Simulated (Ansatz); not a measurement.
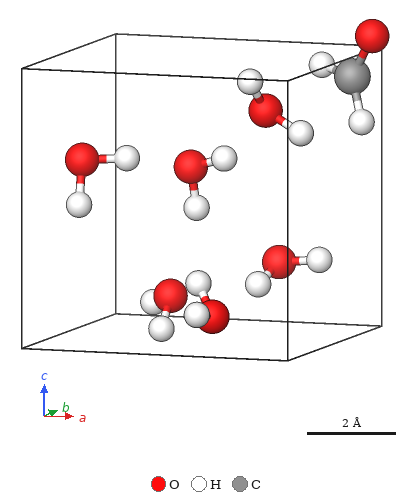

Starting frame of a dynamics run of a periodic cell with 6 H2O + 1 H2CO at 0.865 g/cm³. It starts from the last geometry of an earlier run, with fresh velocities. Style: ball-and-stick. Shown: the simulation cell, slightly off an axis.

The calculation used DFT LDA, scalar-relativistic, plane waves, PAW (Ansatz).

Input file:
```yaml
crystal:
  lattice:
    - [6.423966, 0.0, 0.0]
    - [0.0, 6.423966, 0.0]
    - [0.0, 0.0, 6.423966]
  atoms:
    - { symbol: O, position: [0.44972522, 0.5113852, 0.60150428] }
    - { symbol: H, position: [0.45953502, 0.54445661, 0.45141111] }
    - { symbol: H, position: [0.58813355, 0.47390972, 0.64168789] }
    - { symbol: O, position: [0.76274988, 0.42056076, 0.82726895] }
    - { symbol: H, position: [0.74572238, 0.30385561, 0.94406126] }
    - { symbol: H, position: [0.90811066, 0.38319333, 0.75736494] }
    - { symbol: O, position: [0.11615157, 0.29947207, 0.63805809] }
    - { symbol: H, position: [0.26348379, 0.35760734, 0.6431214] }
    - { symbol: H, position: [0.12154219, 0.25159529, 0.48392082] }
    - { symbol: O, position: [0.40525452, 0.42124521, 0.1497319] }
    - { symbol: H, position: [0.4119584, 0.30569353, 0.04687276] }
    - { symbol: H, position: [0.2998685, 0.53623844, 0.10855967] }
    - { symbol: O, position: [0.70465033, 0.72843529, 0.2454785] }
    - { symbol: H, position: [0.86288597, 0.70765488, 0.26263127] }
    - { symbol: H, position: [0.67160949, 0.59887564, 0.18060449] }
    - { symbol: O, position: [0.67368759, 0.10738081, 0.12562447] }
    - { symbol: H, position: [0.5971606, 0.17509157, 0.23313428] }
    - { symbol: H, position: [0.67158838, -0.05183534, 0.15187307] }
    - { symbol: O, position: [0.08469418, 0.64240217, 1.08015887] }
    - { symbol: C, position: [-0.00804643, 0.69446912, 0.92503661] }
    - { symbol: H, position: [-0.15895159, 0.79649379, 0.94766298] }
    - { symbol: H, position: [0.04146014, 0.65171166, 0.76966987] }
basis:
  ecutwfc: 420.0
kpoints:
  mp_grid: { grid: [1, 1, 1] }
hamiltonian:
  xc: lda
scf:
  occupations: { method: fermi_dirac, width: 0.02 }
  lower_state_search: "off"
md:
  timestep: 0.5
  n_steps: 400
  ensemble: npt_langevin
  temperature: 400.0
  initial_velocities: maxwell_boltzmann
  seed: 23167
  friction: 0.02
  pressure: 10.0
  fix_cell: [angles]
```

Run as
```bash
ansatz run input.yaml --threads 1 --pin off --max-ram 3072MiB --backend cpu --events-out ev --progress --plain --runs-dir out
```

Predict how the run goes.

Answer. Over the second half the temperature averages 524 K (spread ±80 K). That is above the set 400 K, because the structure releases potential energy faster than the thermostat removes it. The potential energy is still drifting at the end, so the run hasn't reached equilibrium. The potential energy in the second half lies on average 24.7 meV per atom below the first frame. The mean pressure there is 9.2 GPa. The volume ends −47.0 % from the start. Root-mean-square distances from the starting positions over the second half, with the common drift of all atoms taken out: H 1.03 Å, O 0.77 Å, C 0.76 Å. The heavy atoms stay within a fraction of a molecule's size of their starting places; so short a run doesn't tell a liquid from a solid. Bond changes: 4 H–O bonds form between 36 fs and 52 fs; one C–O bond forms at about 64 fs; 5 H–O bonds break between 70 fs and 88 fs.

Along the run (each row but the first and the last is the mean over the interval that it begins):

| time (fs) | potential energy (meV/atom) | T (K) | p (GPa) |
| --- | --- | --- | --- |
| 0.0 | 0.0 | 382 | -1.1 |
| 25.0 | 21.7 | 530 | 7.4 |
| 50.0 | 20.4 | 1090 | 11.4 |
| 75.0 | 32.4 | 778 | 11.4 |
| 100.0 | 38.5 | 583 | 14.6 |
| 125.0 | -13.8 | 517 | 11.3 |
| 150.0 | -55.4 | 464 | 6.3 |
| 175.0 | -67.4 | 533 | 4.7 |
| 200.0 | -59.0 | 441 | 7.0 |

The paths of the atoms:

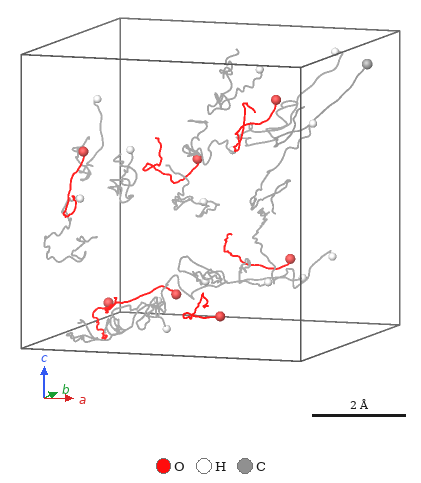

Limits of the set-up: the periodic images lie only 6.4 Å apart, so the values are limited by the cell's size.

The run took 3.3 min on 1 thread of Intel(R) Xeon(R) Platinum 8488C (Sapphire Rapids), with other jobs on the host, peak memory 0.38 GiB.
